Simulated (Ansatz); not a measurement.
Ti

The calculation's input:

```
crystal:
  lattice:
    - [0.076125, 2.03, 2.03]
    - [2.03, 0.076125, 2.03]
    - [2.106125, 2.106125, 0.0]
  atoms:
    - { symbol: Ti, position: [0.0, 0.0, 0.0] }
basis:
  ecutwfc: 500
kpoints:
  mp_grid: { grid: [20, 20, 20] }
hamiltonian:
  xc: r2scan
scf:
  occupations: { method: gaussian, width: 0.15 }
output:
  forces: true
  stress: true
  eigenvalues: true
  write_density: true
  write_potential: true
  elf: true
  volumetric_format: npy
```

Run with:

```sh
ansatz run input.yaml --threads 1 --pin off --max-ram 2560MiB --backend cpu --events-out ev --progress --plain --runs-dir out
```

Below, planes, directions and counts refer to the conventional cell (a = 2.76 Å, b = 2.98 Å, c = 4.06 Å, α = 90.00°, β = 90.00°, γ = 90.00°).

Space group Immm; changed on purpose from its base cell (strain +0.0750 x Voigt [0, 0, 0, 0, 0, 1], atoms carried along); computed pressure about 5 GPa in this cell; computed without spin polarisation.

Computed with DFT r2SCAN, scalar-relativistic, plane waves, PAW (Ansatz).

Question: Predict the valence pseudo-density and electron localisation function between the atoms.

Answer: Ti–Ti (2.87 Å): the density is about 0.2 e/Å³ at the midpoint; the ELF is about 0.25 at the midpoint: no shared electron pair shows on this line.
Ti–Ti (2.98 Å): the density is about 0.19 e/Å³ at the midpoint; the ELF is about 0.25 at the midpoint (no shared electron pair shows on this line).

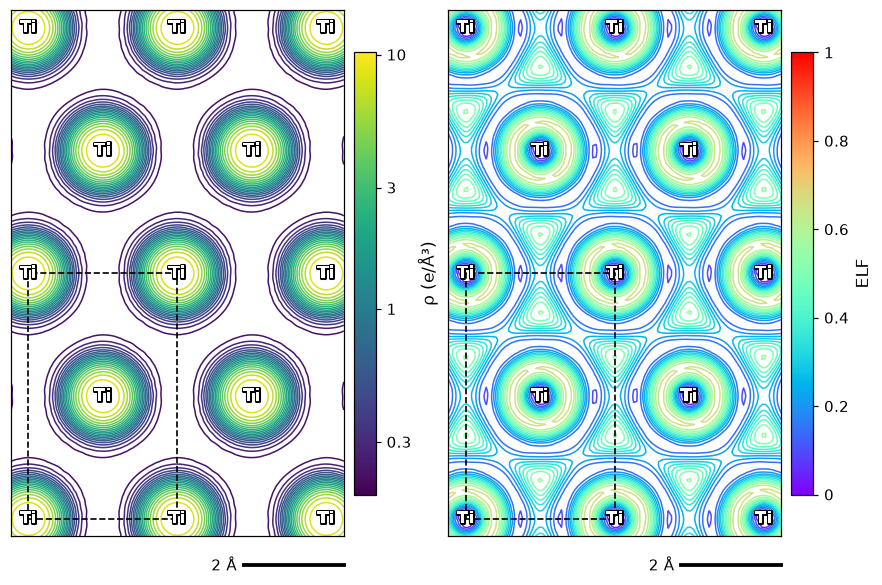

Computed valence pseudo-density and electron localisation function on the (101̄) plane of the conventional cell, in this order. 

Core electrons are frozen (PAW), and the valence fields are smoothed inside the atomic spheres.
